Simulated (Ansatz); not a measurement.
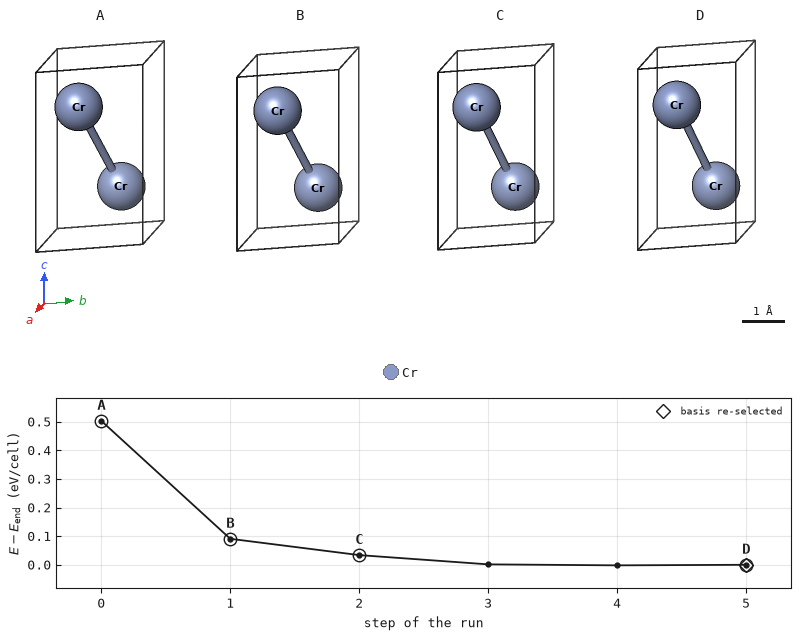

Frames of a relaxation of a crystal of Cr (set up in P6_3/mmc) (coarse preliminary run), marked on the history of the run. The picture is a ball-and-stick view of the cell of the calculation, seen slightly off an axis.

These are results of Ansatz 0.2.0, DFT PBE, scalar-relativistic, plane waves, PAW, not measurements. Settings: plane-wave cutoff 420 eV; k-point mesh 9 × 9 × 4; occupations gaussian; smearing width 0.1 eV; collinear spin; cell and atoms relaxed; force threshold 0.05 eV/Å; at most 80 steps.

What happens along the run?

Answer. Over 4 accepted moves (5 points after the start) the energy falls by 0.503 eV per cell of the calculation. All forces vanish by symmetry, so only the cell relaxes. Pressure: −25.73 GPa at the start and 0.05 GPa at the end. At 1 point the geometry stayed and the basis and grid were re-selected for the new cell (energy shift of 2.0 meV per cell of the calculation at most each time). No atom moves by more than 0.005 Å relative to the cell. The drawn cell changes as follows: a = b 2.714 → 2.488 Å (−8.3 %), c 4.410 → 4.441 Å (+0.7 %); the volume changes by −15.4 %. Some distances before and after: Cr–Cr 2.714 → 2.488 Å, Cr–Cr 2.705 → 2.645 Å. The space group stays P6_3/mmc (No. 194). The program noted that the starting moments weren't kept. From step 0 to 1: volume −12.5 %, energy −0.412 eV per cell of the calculation. From step 1 to 2: volume −7.6 %, energy −57.0 meV per cell of the calculation. From step 2 to 5: volume +4.6 %, energy −33.9 meV per cell of the calculation.

| step | E − E(0), meV/atom | pressure, GPa | volume, Å³/atom | note |
| --- | --- | --- | --- | --- |
| 0 | 0.00 | -25.73 | 14.066 |  |
| 1 | -206.06 | -7.48 | 12.309 |  |
| 2 | -234.56 | 11.46 | 11.377 |  |
| 3 | -250.74 | 0.64 | 11.861 |  |
| 4 | -252.47 | -0.01 | 11.904 |  |
| 5 | -251.48 | 0.05 | 11.904 | same geometry, new basis |
